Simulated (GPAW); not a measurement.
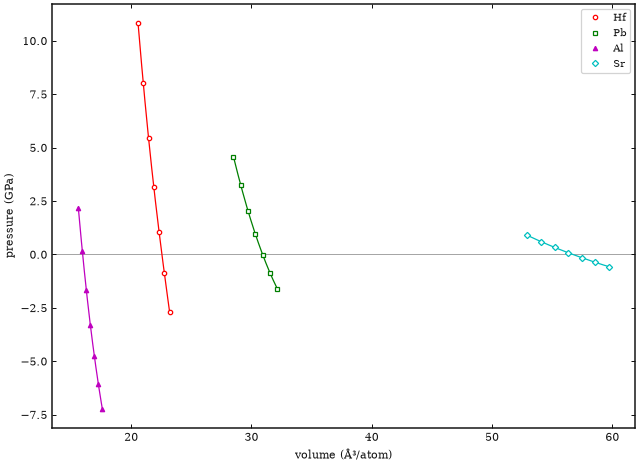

Plotted: pressure against volume, with one curve for each element, for Al, Hf, Pb and Sr (all in space group Fm-3m (No. 225)).

Calculation (GPAW 26.7.0): PAW DFT in plane waves, on a grid or in atomic orbitals, no spin polarisation; energies at scaled volumes of the given cell, shape and fractions fixed, counted from the fit's minimum, third-order Birch-Murnaghan fit. Level: r2SCAN.

```csv
setting,value
occupations,Fermi–Dirac
smearing width,0.05 eV
potentials,GPAW PAW data sets (gpaw data 1.2.1)
wave cutoff,600 eV
```

Settings that differ: Hf: k mesh 10×10×10; Pb: k mesh 9×9×9; Al: k mesh 11×11×11; Sr: k mesh 8×8×8.

Order the curves by fitted equilibrium volume, smallest first.

Al 15.966, Hf 22.557, Pb 30.933, Sr 56.841 Å³/atom.

Order the curves by fitted bulk modulus, smallest first.

Sr 11.8, Pb 45.9, Al 91.2, Hf 97.3 GPa.

For Hf: how does the pressure vary with volume?

It falls from 10.83 GPa at volume 20.57 Å³/atom to −2.70 GPa at 23.20 Å³/atom, and changes sign near 22.56 Å³/atom.

Limits of the calculation: spin-orbit coupling left out, heavy elements (Pb).
